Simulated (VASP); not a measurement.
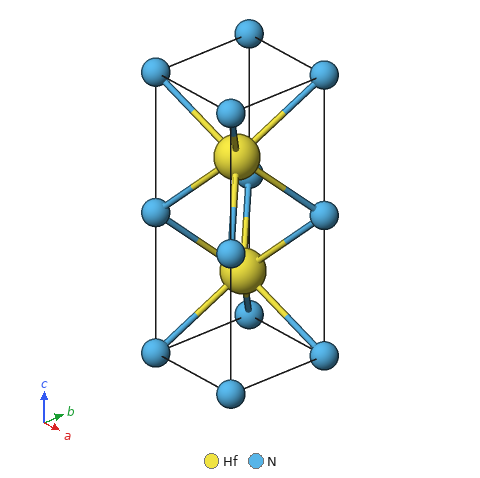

HfN, space group P6_3/mmc (No. 194), a = 3.134 Å, b = 3.134 Å, c = 5.417 Å, α = 90.00°, β = 90.00°, γ = 120.00°

```tsv
site	Wyckoff	x	y	z
Hf	2c	0.3333	0.6667	0.2500
N	2a	0.0000	0.0000	0.5000
```

Origin: a cell listed in the Materials Project, as set up for an electronic-structure calculation.

**Compute the Voronoi cell of each site (no radii): faces and volume.**

```tsv
site	faces above 1 % of the sphere	volume (Å³)	solid angle by neighbour (%)
Hf	12	11.81	N 89 Hf 11
N	8	11.23	Hf 89 N 11
```

Weighted by multiplicity the volumes add up to the cell volume, 46.1 Å³.

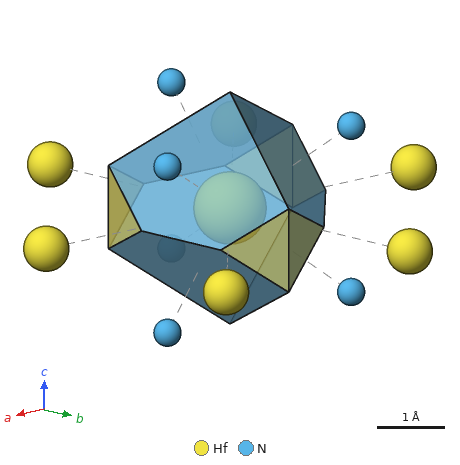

The computed Voronoi cell of Hf, with the neighbours that bound it.
